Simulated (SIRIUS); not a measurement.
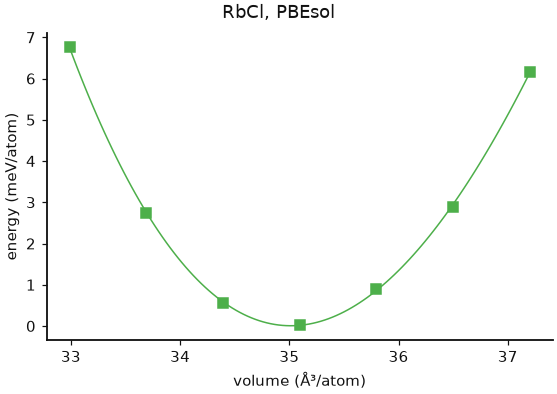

The picture above shows the energy against volume for RbCl, space group Fm-3m (No. 225).

Starting cell:
```yaml
crystal:
  lattice:
    - [0.00000, 3.27400, 3.27400]
    - [3.27400, 0.00000, 3.27400]
    - [3.27400, 3.27400, 0.00000]
  atoms:
    - { symbol: Rb, position: [0.00000, 0.00000, 0.00000] }
    - { symbol: Cl, position: [0.50000, 0.50000, 0.50000] }
```

Computed with SIRIUS 7.12.0: all-electron LAPW DFT, no spin polarisation; energies at scaled volumes of the given cell, shape and fractions fixed, counted from the fit's minimum, third-order Birch-Murnaghan fit. Level: PBEsol.

- k mesh: 7×7×7
- occupations: Fermi–Dirac
- smearing width: 0.05 eV
- potentials: all electron FP LAPW
- program settings: basis apw+lo standard, gk cutoff 3.41 1/bohr, pw cutoff 20 1/bohr

Give the fitted equation-of-state parameters.

A third-order Birch–Murnaghan fit gives V0 = 35.01 Å³/atom, B0 = 16.3 GPa and B′ = 5.3.
